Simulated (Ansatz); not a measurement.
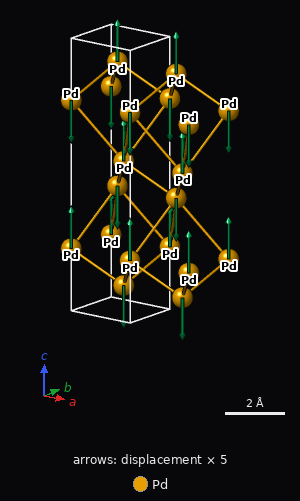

A relaxation of a crystal of Pd (built on the grey arsenic (A7)_166 type) (coarse preliminary run). The starting structure is drawn; green arrows show the displacements (the part carried along by the change of the cell is left out), magnified 5 times.

Style: ball-and-stick. Shown: the conventional cell (3 times the calculation's cell), repeated 2 × 1 × 1 with one cell outlined, slightly off an axis. Lengths and directions refer to the drawn axes.

Case: grey arsenic (A7) type (R-3m, No. 166).

These are results of Ansatz, DFT PBEsol, scalar-relativistic, plane waves, PAW, not measurements.

The input:
```yaml
crystal:
  lattice:
    - [1.6973996701, 0.9799941565, 3.1476241818]
    - [-1.6973996701, 0.9799941565, 3.1476241818]
    - [0.0, -1.9599883129, 3.1476241818]
  atoms:
    - { symbol: Pd, position: [0.22754, 0.22754, 0.22754] }
    - { symbol: Pd, position: [0.77246, 0.77246, 0.77246] }
basis:
  ecutwfc: 420
kpoints:
  mp_grid: { grid: [6, 6, 6] }
hamiltonian:
  xc: pbesol
scf:
  occupations: { method: gaussian, width: 0.1 }
  lower_state_search: "off"
output:
  forces: true
  stress: true
  eigenvalues: true
relax:
  adjacent_minimum: "off"
  f_tol: 0.04
  max_steps: 70
  cell: { stress_tol: 0.4 }
```

Question: What did the optimiser do to the structure, and how much energy did it gain?

Answer: The largest moves relative to the cell, 0.30 Å, are those of Pd1 and Pd2. Pd1 goes along +c. Cell: a = b 3.395 → 2.724 Å (−19.7 %), c 9.443 → 13.512 Å (+43.1 %). Volume −7.8 %. Some distances before and after: Pd1–Pd1 3.395 → 2.724 Å, Pd1–Pd2 2.272 → 2.747 Å, Pd1–Pd2 (another image) 2.799 → 2.747 Å. Among the angles between lasting bonds that change: Pd2–Pd1–Pd2 96.7° → 59.5°, Pd2–Pd1–Pd2 93.4° → 120.5°, Pd2–Pd1–Pd2 74.7° → 59.5°. The space group stays R-3m (No. 166). The energy falls by 2.415 eV per cell of the calculation in 18 accepted moves (21 points after the start). Largest force component: 5.9 eV/Å at the start, 0.00093 eV/Å at the end. The pressure goes from 31.88 to 0.07 GPa. The SCF was repeated 3 times at an unchanged geometry on a basis and grid sized afresh for the cell, which shifted the energy by 0.202 eV per cell of the calculation at most. The run took of the order of 20 core-seconds on a shared host.
